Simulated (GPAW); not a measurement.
**Quasiparticle gap of SiC (F-43m) in GPAW**

Aim: the G0W0 gap of SiC (F-43m) on PBE, step by step.

Method: PBE and many-body steps on it, plane waves, in GPAW 26.7.0.

**The experiments to reproduce.**

- Gap 2.39 eV: band gap at cryogenic temperature; bulk crystal (literature value) (quoted in “Silicon carbide diodes for neutron detection”, 2020, arxiv:2009.14696).

- Gap 2.4 eV: Tauc optical (indirect) gap of annealed polycrystalline 3C-SiC; UV-VIS spectroscopic ellipsometry, Tauc analysis; film (CVD ultrathin polycrystalline film, annealed, about 5 nm grains) (“On-Demand CMOS-Compatible Fabrication of Ultrathin Self-Aligned SiC Nanowire Arrays”, 2018, pmc:6267454).

This is a report of a sequence of runs, with most program output left out.

## Step 1: Starting point

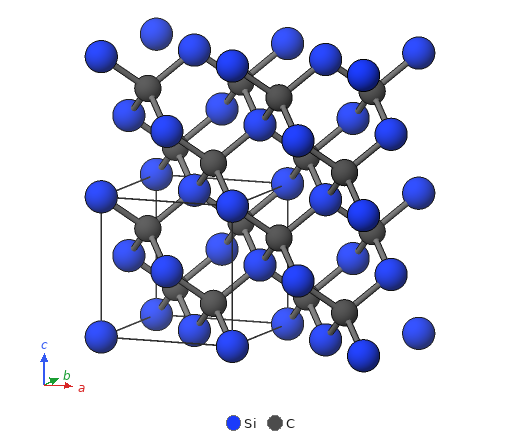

The starting structure, seen slightly off an axis (silicon blue, carbon dark grey). 2×1×2 cells are drawn. This picture shows the conventional cell, with its axes. Bonds to atoms that aren't drawn are left out. Some periodic images of atoms are drawn too.

Structure file:

```cif
data_structure
_symmetry_space_group_name_H-M 'F-43m'
_symmetry_Int_Tables_number 216
_cell_length_a 4.3580
_cell_length_b 4.3580
_cell_length_c 4.3580
_cell_angle_alpha 90.000
_cell_angle_beta 90.000
_cell_angle_gamma 90.000
_cell_volume 82.77
loop_
_atom_site_label
_atom_site_type_symbol
_atom_site_symmetry_multiplicity
_atom_site_Wyckoff_symbol
_atom_site_fract_x
_atom_site_fract_y
_atom_site_fract_z
_atom_site_occupancy
Si1 Si 4 a 0.00000 0.00000 0.00000 1
C1 C 4 d 0.25000 0.25000 0.75000 1
```

The cell and positions come from the Crystallography Open Database and are kept as given unless a step says otherwise.

## Step 2: Ground state

This step: GPAW 26.7.0; DFT, PBE, plane waves, PAW.

The ground-state density comes first.

Input file run.py:

```python
import json
import numpy as np
from gpaw.mpi import world
from ase import Atoms
from gpaw import GPAW, PW, FermiDirac

atoms = Atoms(['Si', 'C'],
    cell=[[0.0000000000, 2.1790000000, 2.1790000000],
      [2.1790000000, 0.0000000000, 2.1790000000],
      [2.1790000000, 2.1790000000, 0.0000000000]],
    scaled_positions=[[0.0000000000, 0.0000000000, 0.0000000000],
      [0.2500000000, 0.2500000000, 0.2500000000]],
    pbc=(True, True, True))
calc = GPAW(mode=PW(600),
    xc='PBE',
    kpts={'size': (10, 10, 10), 'gamma': True},
    occupations=FermiDirac(0.001),
    nbands=-7,
    convergence={'density': 1e-6, 'bands': -3},
    maxiter=100,
    txt='gs.txt')
atoms.calc = calc
res = {'energy': atoms.get_potential_energy()}
kpts = calc.get_ibz_k_points()
res['kpts'] = kpts
res['eigenvalues'] = [calc.get_eigenvalues(kpt=k) for k in range(len(kpts))]
res['n_electrons'] = calc.get_number_of_electrons()
calc.write('gs.gpw')

if world.rank == 0:
    with open('result.json', 'w') as f:
        json.dump(res, f, default=lambda x: x.tolist())
```

Started as:

```bash
mpirun -n 4 gpaw python run.py
```

The job ended after 4 s (4 MPI ranks of Arm Neoverse V2, shared host; peak memory 0.57 GiB).

Numbers from this step:

* total energy: -14.97 eV
* gap: 1.350 eV
* k of the valence top: 0, 0, 0
* k of the conduction bottom: 0.5, 0.5, 0
* least direct gap: 4.543 eV

The gap is indirect, with the least direct gap 3.19 eV higher.

## Step 3: Bands along the symmetry lines

The cheap functional maps the bands first; the places of the edges decide which points the dearer methods must see.

Input file run.py:

```python
import json
import numpy as np
from gpaw.mpi import world
from gpaw import GPAW

path = [[0.000000, 0.000000, 0.000000],
    [-0.062500, -0.062500, 0.000000],
    [-0.125000, -0.125000, 0.000000],
    [-0.187500, -0.187500, 0.000000],
    [-0.250000, -0.250000, 0.000000],
    [-0.312500, -0.312500, 0.000000],
    [-0.375000, -0.375000, 0.000000],
    [-0.437500, -0.437500, 0.000000],
    [-0.500000, -0.500000, 0.000000],
    [-0.484375, -0.484375, 0.031250],
    [-0.468750, -0.468750, 0.062500],
    [-0.453125, -0.453125, 0.093750],
    [-0.437500, -0.437500, 0.125000],
    [-0.421875, -0.421875, 0.156250],
    [-0.406250, -0.406250, 0.187500],
    [-0.390625, -0.390625, 0.218750],
    [-0.375000, -0.375000, 0.250000],
    [-0.375000, 0.000000, 0.375000],
    [-0.328125, 0.000000, 0.328125],
    [-0.281250, 0.000000, 0.281250],
    [-0.234375, 0.000000, 0.234375],
    [-0.187500, 0.000000, 0.187500],
    [-0.140625, 0.000000, 0.140625],
    [-0.093750, 0.000000, 0.093750],
    [-0.046875, 0.000000, 0.046875],
    [0.000000, 0.000000, 0.000000],
    [0.000000, 0.000000, 0.062500],
    [0.000000, 0.000000, 0.125000],
    [0.000000, 0.000000, 0.187500],
    [0.000000, 0.000000, 0.250000],
    [0.000000, 0.000000, 0.312500],
    [0.000000, 0.000000, 0.375000],
    [0.000000, 0.000000, 0.437500],
    [0.000000, 0.000000, 0.500000],
    [-0.062500, -0.031250, 0.468750],
    [-0.125000, -0.062500, 0.437500],
    [-0.187500, -0.093750, 0.406250],
    [-0.250000, -0.125000, 0.375000],
    [-0.312500, -0.156250, 0.343750],
    [-0.375000, -0.187500, 0.312500],
    [-0.437500, -0.218750, 0.281250],
    [-0.500000, -0.250000, 0.250000],
    [-0.500000, -0.281250, 0.218750],
    [-0.500000, -0.312500, 0.187500],
    [-0.500000, -0.343750, 0.156250],
    [-0.500000, -0.375000, 0.125000],
    [-0.500000, -0.406250, 0.093750],
    [-0.500000, -0.437500, 0.062500],
    [-0.500000, -0.468750, 0.031250],
    [-0.500000, -0.500000, 0.000000]]
calc = GPAW('gs.gpw').fixed_density(kpts=path,
    symmetry='off',
    nbands=14,
    convergence={'bands': 10},
    txt='bands.txt')
res = {}
kpts = calc.get_ibz_k_points()
res['kpts'] = kpts
res['eigenvalues'] = [calc.get_eigenvalues(kpt=k) for k in range(len(kpts))]
res['n_electrons'] = calc.get_number_of_electrons()

if world.rank == 0:
    with open('result.json', 'w') as f:
        json.dump(res, f, default=lambda x: x.tolist())
```

Started as:

```bash
mpirun -n 4 gpaw python run.py
```

The job ended after 3.7 s (4 MPI ranks; peak memory 0.58 GiB; 15 s of CPU time).

This step gave:

```yaml
gap: 1.350 eV
k_of_the_valence_top: 0, 0, 0
k_of_the_conduction_bottom: -0.5, -0.5, 0
least_direct_gap: 4.543 eV
```

The gap is 1.350 eV, as in the run before at this level.

The electronic bands at the labelled points (eV, zero at the top of the highest filled band; v1 is the highest filled band, c1 the lowest empty one):

```tsv
point	v4	v3	v2	v1	c1	c2	c3	c4
Γ	-15.41	0.00	0.00	0.00	6.26	7.30	7.30	7.30
X	-10.39	-7.80	-3.19	-3.19	1.35	4.31	14.03	14.03
U	-10.39	-7.28	-5.55	-2.60	3.10	7.77	11.85	12.47
jump to K	-10.39	-7.28	-5.55	-2.60	3.10	7.77	11.85	12.47
Γ	-15.41	0.00	0.00	0.00	6.26	7.30	7.30	7.30
L	-11.84	-8.55	-1.05	-1.05	5.43	7.22	7.22	10.08
W	-10.16	-7.03	-5.00	-4.70	5.21	9.45	9.47	9.77
X	-10.39	-7.80	-3.19	-3.19	1.35	4.31	14.03	14.03
```

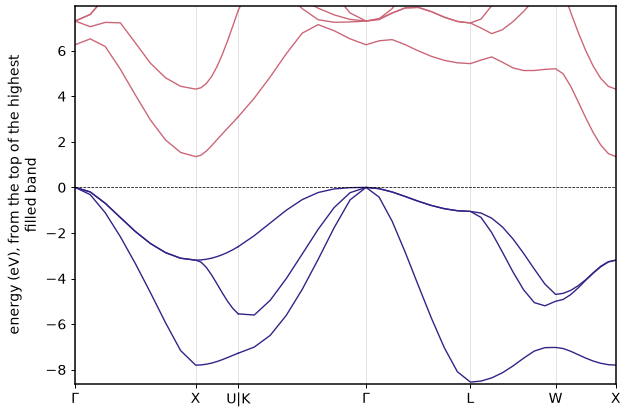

Electronic bands along the path; lines of filled and empty bands in two colours.

## Step 4: Empty states on the mesh, 6×6×6 mesh, 118 bands

The sums over transitions need many empty states on a uniform mesh; this step solves for them.

Input file run.py:

```python
import json
import numpy as np
from gpaw.mpi import world
from gpaw import GPAW

calc = GPAW('gs.gpw').fixed_density(kpts={'size': (6, 6, 6), 'gamma': True},
    parallel={'domain': 1, 'band': 1},
    txt='nscf.txt')
calc.diagonalize_full_hamiltonian(nbands=118)
calc.write('full.gpw', mode='all')
res = {}
kpts = calc.get_ibz_k_points()
res['kpts'] = kpts
res['eigenvalues'] = [calc.get_eigenvalues(kpt=k) for k in range(len(kpts))]
res['n_electrons'] = calc.get_number_of_electrons()

if world.rank == 0:
    with open('result.json', 'w') as f:
        json.dump(res, f, default=lambda x: x.tolist())
```

Started as:

```bash
mpirun -n 4 gpaw python run.py
```

Run time: 4.2 s. Hardware: 4 MPI ranks; peak memory 0.77 GiB.

This step gave:

```yaml
gap: 1.350 eV
k_of_the_valence_top: 0, 0, 0
k_of_the_conduction_bottom: 0.5, 0.5, 0
least_direct_gap: 4.543 eV
k_points_computed: 16
lowest_point_of_the_top_converged_band_above_the_valence_top: 162.5065 eV
```

On this mesh the gap is 1.350 eV.

## Step 5: Screening and self-energy, 6×6×6 mesh, 108 bands, screening to 175 eV

Now the one-shot GW correction: screening in the RPA, then the self-energy of the levels asked for.

This step: G0W0 on PBE, plane waves, PAW.

Input file run.py:

```python
import json
import numpy as np
from gpaw.mpi import world
from gpaw.response.g0w0 import G0W0

gw = G0W0('full.gpw',
    filename='gw',
    kpts=[0, 12],
    bands=(2, 6),
    ecut=175,
    nbands=108,
    integrate_gamma='WS',
    ppa=True)
gw.calculate()
res = {mode: {k: v for k, v in r.items() if k != 'sigma_eskwn'}
       for mode, r in gw.all_results.items()}

if world.rank == 0:
    with open('result.json', 'w') as f:
        json.dump(res, f, default=lambda x: x.tolist())
```

Started as:

```bash
mpirun -n 4 gpaw python run.py
```

Run time: 43 s. Hardware: 4 MPI ranks; peak memory 1 GiB; 2.8 min of CPU time.

This step gave:

```yaml
g0w0_gap_on_the_points_computed: 2.166 eV
least_direct_g0w0_gap_on_the_computed_points: 5.620 eV
z_at_the_valence_top: 0.7966
z_at_the_conduction_bottom: 0.8240
starting_gap_on_the_mesh: 1.350 eV
k_of_the_valence_top: 0, 0, 0
k_of_the_conduction_bottom: 0.5, 0.5, 0
```

The gap on the mesh goes from 1.35 eV to 2.17 eV, a correction of +0.82 eV.

Limits: finite bands, cutoff and mesh. v1 is the top filled band, c1 the lowest empty one. Levels before and after the correction, in eV, zero at the valence-band top of each column:

```tsv
	conduction bottom	valence top
Kohn-Sham	1.35	0.00
G0W0	2.17	0.00
```

```tsv
	level	energy (eV)
Kohn-Sham	Γ v2-v1	0.000
Kohn-Sham	Γ c1	6.261
Kohn-Sham	Γ c2	7.301
Kohn-Sham	(0.5 0.5 0) v2-v1	-3.192
Kohn-Sham	(0.5 0.5 0) c1	1.350
Kohn-Sham	(0.5 0.5 0) c2	4.314
G0W0	Γ v2-v1	0.000
G0W0	Γ c1	7.361
G0W0	Γ c2	8.515
G0W0	(0.5 0.5 0) v2-v1	-3.454
G0W0	(0.5 0.5 0) c1	2.166
G0W0	(0.5 0.5 0) c2	5.313
```

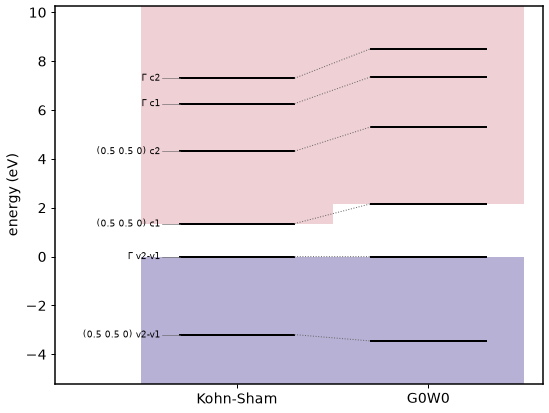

Levels before and after the correction. Shaded: valence and conduction bands.

## Step 6: Where the time went

Times are wall times on 4 MPI ranks of Arm Neoverse V2, shared host, good to a factor of about two.

```tsv
step	time	share	memory (GiB)
ground state	4 s	7 %	0.57
bands along the symmetry lines	3.7 s	7 %	0.58
empty states on the mesh	4.2 s	8 %	0.77
screening and self-energy	43 s	78 %	1.0
```

## Step 7: Results

```json
{"PBE gap": "1.35 eV, indirect", "G0W0 gap on the mesh": "2.17 eV", "GW settings": "6×6×6 mesh, 108 bands, screening to 175 eV, Godby-Needs plasmon pole", "known limits": "not at the basis limit"}
```

What this shows: G0W0 moves the gap on the mesh from 1.35 eV to 2.17 eV (+0.82 eV), with Z of 0.80 and 0.82 at the edges. Only 2 of the mesh's irreducible points were corrected, so a valley elsewhere could overtake. The dearest step here is «screening and self-energy». Against experiment, by G0W0@PBE: the gap of 2.17 eV lies −0.22 eV from the measured 2.39 eV (kind not stated, quoted 2020); the gap of 2.17 eV lies −0.23 eV from the measured 2.4 eV (indirect, 2018). The calculation has static nuclei and no excitons; a measured gap holds zero-point and thermal motion, which mostly lowers it. Bands and cutoff are finite, so the gap is not at the basis limit. The miss can reach some tenths of an eV and take either sign; the mesh is an error of its own. These stock PAW sets were not made for GW. In the G0W0 run levels were corrected at 2 k points alone, so a gap called «on the mesh» is the least over those, and an edge elsewhere would be missed.

[Paths, hosts, dates, memory and timing lines, banners, echoed tables and standing remarks are left out of the program output.]

[Logs are printed without paths, hosts, clocks, repeated set-up lines and the standing remarks that a program may print on its own settings, such as how far it seeks lower states.]

[Runs of the session that timed out or met a known fault of the program may be left out.]

[Hosts, paths, dates, database ids (printed as entryN), source tags and the programs' standing remarks are cut or masked in the printed files.]
